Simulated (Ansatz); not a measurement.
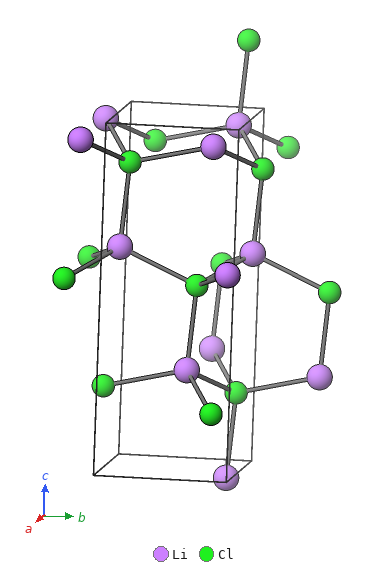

Structure drawing (ball-and-stick), viewed slightly off an axis. One cell (the run's own, in a reduced setting) is framed, with atoms on its boundary repeated. Every bond is drawn to its end, so some atoms lie outside the box.

```yaml
crystal:
  lattice:
    - [-3.39229, -1.95936, -0.00776]
    - [3.39229, -1.95936, 0.00776]
    - [1.10352, 1.95936, 9.47350]
  atoms:
    - { symbol: Li, position: [0.12084, 0.83550, 0.95635] }
    - { symbol: Li, position: [0.67772, 0.61350, 0.29123] }
    - { symbol: Li, position: [0.56592, 0.05774, 0.62366] }
    - { symbol: Cl, position: [0.84585, 0.69752, 0.54337] }
    - { symbol: Cl, position: [0.73389, 0.14202, 0.87590] }
    - { symbol: Cl, position: [0.28989, 0.91961, 0.20950] }
```

Level of theory: DFT PBE, scalar-relativistic, plane waves, PAW in Ansatz 0.2.0. Settings were plane-wave cutoff 420 eV, k-points about 0.23 Å⁻¹ apart, Gaussian smearing of 0.02 eV, no spin polarisation.

Q: What does a Bader analysis give?

A: Li +0.89 e; Cl -0.89 e. The transfer is large, as in an ionic solid.

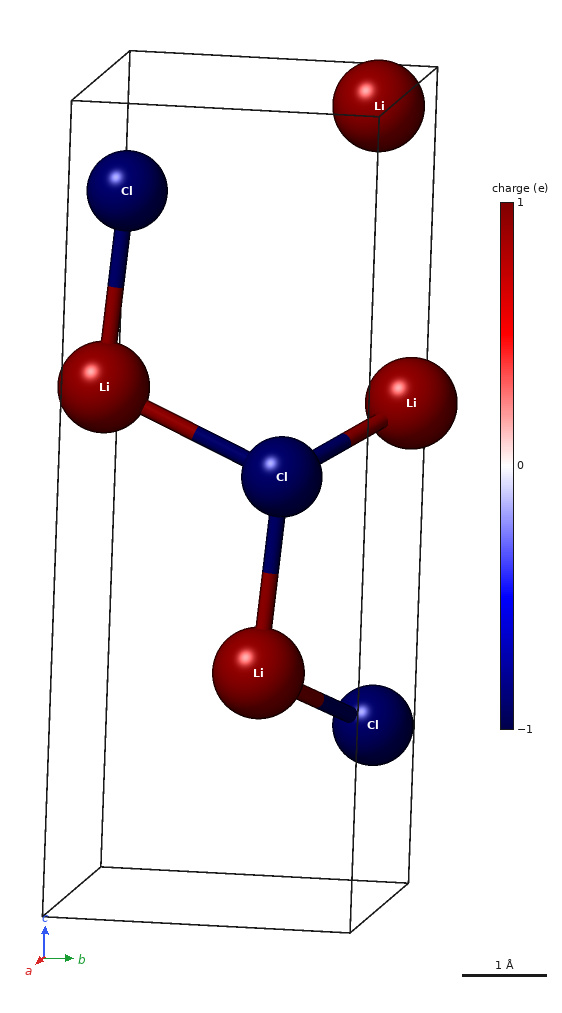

The atoms coloured by those charges.

The cell started as a structure type filled with these elements by a generator (whether the compound takes this form wasn't checked). Earlier steps of the study may have refined or changed the cell and positions. It went into a calculation with Ansatz.
